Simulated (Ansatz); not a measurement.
Ti (Im-3m, No. 229): a calculation's starting geometry; the starting structure was generated, so it need not be a known form of this composition.

```yaml
crystal:
  lattice:
    - [3.28057, 0.00000, 0.00000]
    - [0.00000, 3.28057, 0.00000]
    - [0.00000, 0.00000, 3.28057]
  atoms:
    - { symbol: Ti, position: [0.00000, 0.00000, 0.00000] }
    - { symbol: Ti, position: [0.50000, 0.50000, 0.50000] }
```

### What will a HAADF-like image along [210] show? Simulated incoherent Z contrast: every atom adds Z^1.8 spread by a probe of 1.01 Å full width; channelling and multiple scattering are left out. The probe carries 15 % of its weight in a tail 2.5 times as wide.

The columns repeat on a centred rectangular net of 1.47 × 3.28 Å (plane group c2mm). All columns are alike (Ti). The shortest distance between visible columns is 1.47 Å in projection. Along the beam the structure repeats every 7.34 Å.

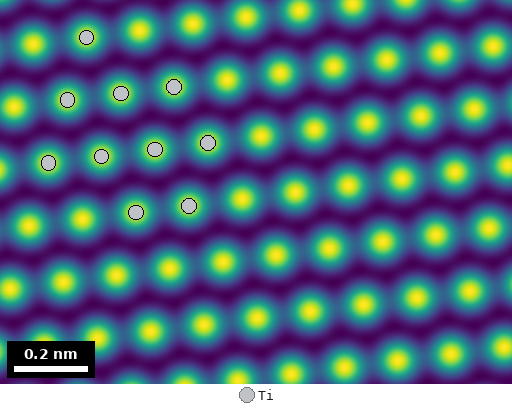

The simulated image, with the columns of the model marked in one corner.
